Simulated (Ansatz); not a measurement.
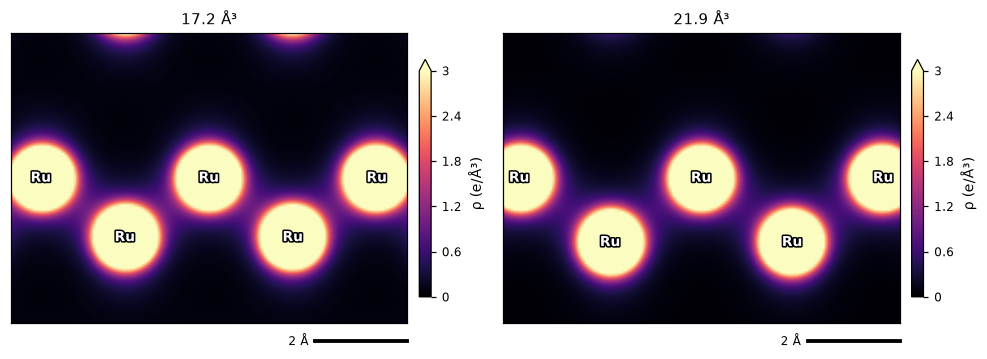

Ru. The valence pseudo-density of cells scaled evenly to different volumes (given per atom above each panel), on the (101̄) plane of each (indices in the axes of the cell below), at one length scale and on one colour scale.

A generated structure, not necessarily the stable one; computed without spin polarisation.

These are results of DFT, PBEsol, plane waves (420 eV) with PAW, scalar-relativistic (Ansatz 0.2.0), not measurements.

In a PAW calculation such maps are meaningful between the atoms, not at the nuclei.

The largest cell:

```
Ru
1.0
     0.00000    2.79956    2.79956
     2.79956    0.00000    2.79956
     2.79956    2.79956    0.00000
Ru
2
Direct
  0.12500 0.12500 0.12500
  0.87500 0.87500 0.87500
```

| volume (Å³/atom) | Ru–Ru contact in the plane (Å) | ρ at its midpoint (e/Å³) | 
| --- | --- | --- |
| 17.24 | 2.237 | 0.962 | 
| 19.59 | 2.335 | ? | 
| 21.94 | 2.424 | 0.686 | 

What values belong in the row with question marks?

Answer. Over the known rows ln ρ falls by 1.81 per Å of Ru–Ru distance (the line through the two), which gives 0.806 e/Å³ at 2.335 Å; the calculation gives 0.806 e/Å³.
